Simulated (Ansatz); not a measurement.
System: Ni.

Input file:

```
crystal:
  lattice:
    - [-1.5973828259, 1.5973828259, 1.0382988368]
    - [1.5973828259, -1.5973828259, 1.0382988368]
    - [1.5973828259, 1.5973828259, -1.0382988368]
  atoms:
    - { symbol: Ni, position: [0.0, 0.0, 0.0], spin: 0.5 }
basis:
  ecutwfc: 420
kpoints:
  mp_grid: { grid: [26, 26, 26] }
hamiltonian:
  xc: pbesol
scf:
  occupations: { method: gaussian, width: 0.15 }
output:
  forces: true
  stress: true
  eigenvalues: true
  populations: true
  write_density: true
  write_potential: true
  elf: true
  volumetric_format: npy
magnetization:
  spin_polarized: true
```

Run with:

```sh
ansatz run input.yaml --threads 1 --pin off --max-ram 2560MiB --backend cpu --events-out ev --progress --plain --runs-dir out
```

Below, planes, directions and counts refer to the conventional cell (a = 3.19 Å, b = 3.19 Å, c = 2.08 Å, α = 90.00°, β = 90.00°, γ = 90.00°).

Space group I4/mmm; a structure from a database of computed crystals, not necessarily the ambient phase; computed pressure about 19 GPa in this cell; spin-polarised.

All numbers below come from DFT PBEsol, scalar-relativistic, plane waves, PAW (Ansatz).

What will maps of the valence pseudo-density, electron localisation function and spin density show?

Ni–Ni (2.08 Å): the density is about 0.67 e/Å³ at the midpoint; the ELF is about 0.20 at the midpoint: no shared electron pair shows on this line.
The spin density sits on Ni: +0.6 μB (×2) in one cell of 2 atoms: parallel main moments, as they must be, since the calculation's own cell holds one magnetic site. The cell of the calculation (1 atoms) carries 0.6 μB of net spin moment.

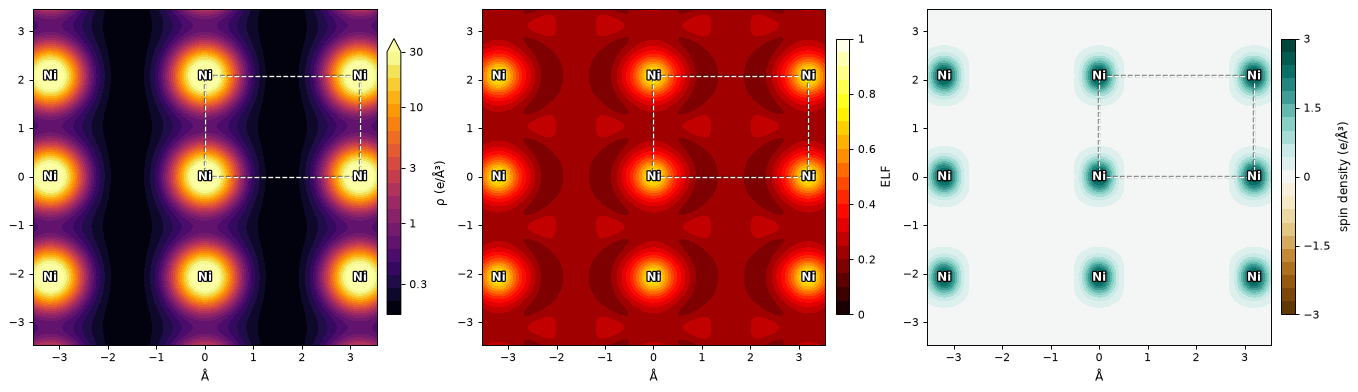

Computed valence pseudo-density, electron localisation function and spin density on the (100) plane of the conventional cell, in this order. 

The density is the valence pseudo-density of a PAW calculation; it isn't the true density close to the nuclei.
